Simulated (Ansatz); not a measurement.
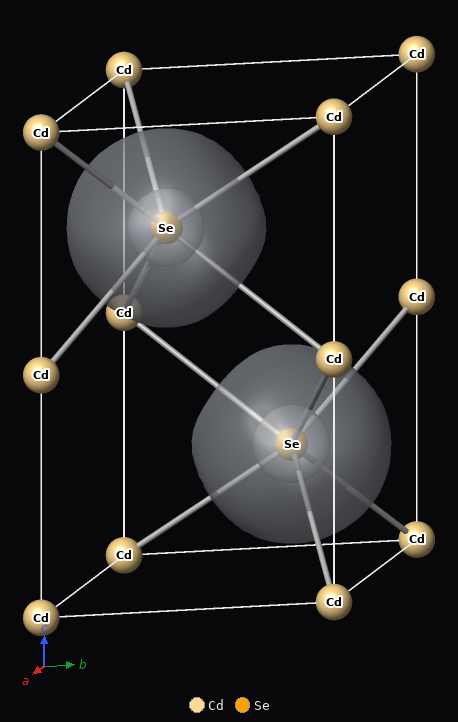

The picture shows: CdSe. Isosurface of the electron localisation function at 0.6 (grey), seen slightly off an axis. Only the valence region is drawn (cores and ρ < 0.01 e/Å³ removed). Sticks mark near contacts.

Space group P6₃/mmc; started from the NiAs prototype, which need not be the ambient phase.

Theory: Ansatz 0.2.0, DFT, PBEsol, plane waves, PAW.

In a PAW calculation such maps are meaningful between the atoms, not at the nuclei.

Input

```
crystal:
  lattice:
    - [4.0631288193, 0.0, 0.0]
    - [-2.0315644096, 3.5187727764, 0.0]
    - [0.0, 0.0, 6.6971272436]
  atoms:
    - { symbol: Cd, position: [0.0, 0.0, 0.0] }
    - { symbol: Cd, position: [0.0, 0.0, 0.5] }
    - { symbol: Se, position: [0.3333333333, 0.6666666667, 0.25] }
    - { symbol: Se, position: [0.6666666667, 0.3333333333, 0.75] }
kpoints:
  mp_grid: { grid: [6, 6, 4] }
hamiltonian:
  xc: pbesol
scf:
  occupations: { method: fermi_dirac, width: 0.02 }
relax:
  f_tol: 0.005
  cell: {}
output:
  write_density: true
  write_potential: true
  elf: true
  volumetric_format: npy
```

Launched as:

```sh
ansatz run input.yaml --threads 2 --pin off --max-ram 2211MiB --backend cpu --events-out ev --progress --plain --runs-dir out
```

Below, planes, directions and counts refer to the conventional cell (a = 3.99 Å, b = 3.99 Å, c = 6.57 Å, α = 90.00°, β = 90.00°, γ = 120.00°).

The fields are those of the relaxed geometry.

Where are the electrons localised?

Answer. The ELF exceeds this value in two regions wrapped around Se (the valence shell of each), counted in one cell of 4 atoms. Any copies at cell faces, edges or corners count once.

Values along the shortest contacts:
Cd–Se (2.83 Å): the ELF is about 0.30 at the midpoint and 0.15 at its lowest between the atoms.
